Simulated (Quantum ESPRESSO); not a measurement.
**A series of single points on CoSi**

System: CoSi (P2₁3, 8 atoms in the cell).
Method: Kohn-Sham DFT of a periodic cell, LDA, PseudoDojo 0.4.1 SR LDA standard, spin-polarised (Quantum ESPRESSO 7.5).

The 7 runs differ only in the geometry, by an even scaling of the cell at fixed fractional positions. The structure derives from an entry of the Crystallography Open Database.

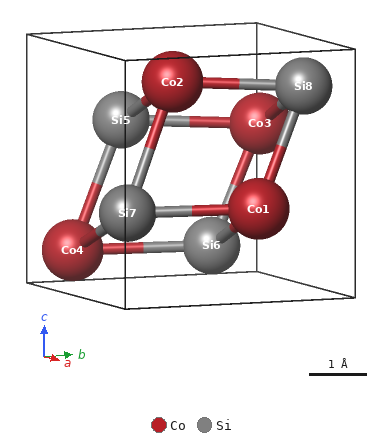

Figure 1. The structure of run 4 (ball-and-stick view of the cell of the calculation, seen slightly off an axis; atoms are numbered from 1 in the order of the input).

**Input of run 4**
```
&CONTROL
  calculation = 'scf'
  prefix = 'pwscf'
  outdir = './tmp'
  pseudo_dir = './pseudo'
  tprnfor = .true.
  tstress = .true.
  disk_io = 'nowf'
/
&SYSTEM
  ibrav = 0
  nat = 8
  ntyp = 2
  ecutwfc = 96
  nbnd = 58
  occupations = 'smearing'
  smearing = 'fd'
  degauss = 0.00367493
  nspin = 2
  starting_magnetization(1) = 0.1176
  starting_magnetization(2) = 0
/
&ELECTRONS
  conv_thr = 1.6d-09
  electron_maxstep = 120
  mixing_beta = 0.3
/
ATOMIC_SPECIES
Co    58.9332 Co.upf
Si    28.0850 Si.upf
CELL_PARAMETERS angstrom
   4.4380000000    0.0000000000    0.0000000000
   0.0000000000    4.4380000000    0.0000000000
   0.0000000000    0.0000000000    4.4380000000
ATOMIC_POSITIONS crystal
Co     0.8600000000    0.6400000000    0.3600000000
Co     0.6400000000    0.3600000000    0.8600000000
Co     0.3600000000    0.8600000000    0.6400000000
Co     0.1400000000    0.1400000000    0.1400000000
Si     0.1570000000    0.3430000000    0.6570000000
Si     0.3430000000    0.6570000000    0.1570000000
Si     0.6570000000    0.1570000000    0.3430000000
Si     0.8430000000    0.8430000000    0.8430000000
K_POINTS automatic
3 3 3 0 0 0
```

Command:
```bash
OMP_NUM_THREADS=1 pw.x -in pw.in > pw.out
```

Run 3 differs from it as follows:
```diff
-   4.4380000000    0.0000000000    0.0000000000
-   0.0000000000    4.4380000000    0.0000000000
-   0.0000000000    0.0000000000    4.4380000000
+   4.4082138676    0.0000000000    0.0000000000
+   0.0000000000    4.4082138676    0.0000000000
+   0.0000000000    0.0000000000    4.4082138676
```

**Results, with one run withheld**

```tsv
run	volume per atom (Å³)	free energy per atom, from the lowest run given (meV)	pressure (GPa)
1	10.271	0.00	0.96
2	10.489	2.30	−4.30
3	10.708	?	?
4	10.926	26.45	−13.14
5	11.145	46.90	−16.84
6	11.363	72.11	−20.13
7	11.582	101.54	−23.03
```

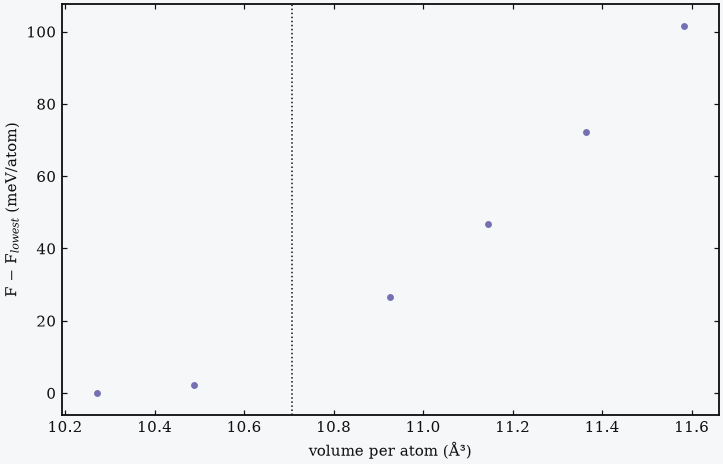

Figure 2. Free energy per atom of the runs given; the dotted line marks run 3.

Estimate the energy of run 3 from the others.

A cubic polynomial in V^(−2/3) (the Birch–Murnaghan form), fitted to the 6 runs given, misses them by at most 0.04 meV per atom. With x = V^(−2/3) − 0.20284 Å⁻², it reads F = 28.132 − 6803 x + 4.0464e+05 x² + 5.9254e+05 x³ (meV per atom). At run 3 it gives 11.38 meV per atom, and the run itself gives 11.36. The slope of the fit gives a pressure −dF/dV of −8.95 GPa there, and the run prints −8.99 GPa. The fit has its minimum at 10.310 Å³ per atom, where V d²F/dV² gives 258 GPa. Cell shape and fractional positions are held, so this is the stiffness under even scaling; the relaxed bulk modulus wasn't computed.

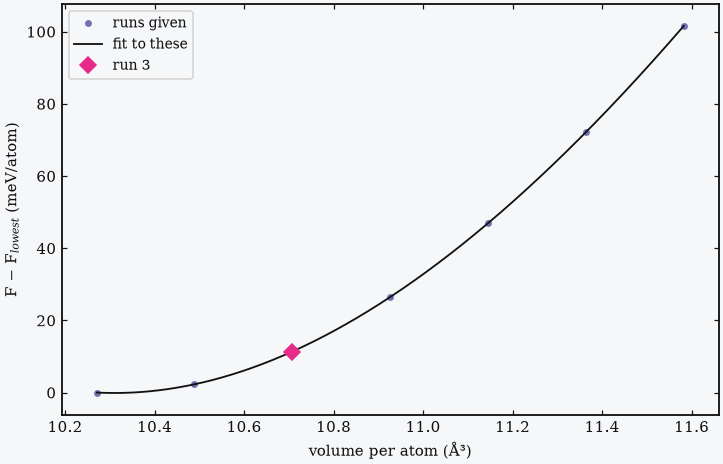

Figure 3. The fit and the withheld run.

**Some lines of the output (run 3)**
```
[...]
     total energy              =   -1257.20857230 Ry
     total energy              =   -1257.21205835 Ry
     total energy              =   -1257.21269215 Ry
     total energy              =   -1257.21304897 Ry
     total energy              =   -1257.21305571 Ry
     total energy              =   -1257.21305717 Ry
     total energy              =   -1257.21305750 Ry
     total energy              =   -1257.21305769 Ry
     total energy              =   -1257.21305770 Ry
     the Fermi energy is    16.9771 ev
!    total energy              =   -1257.21305770 Ry
     The total energy is F=E-TS. E is the sum of the following terms:
     Computing stress (Cartesian axis) and pressure
          total   stress  (Ry/bohr**3)                   (kbar)     P=      -89.86
```

Notes: Points of doubt noted for this run: coarse mesh.
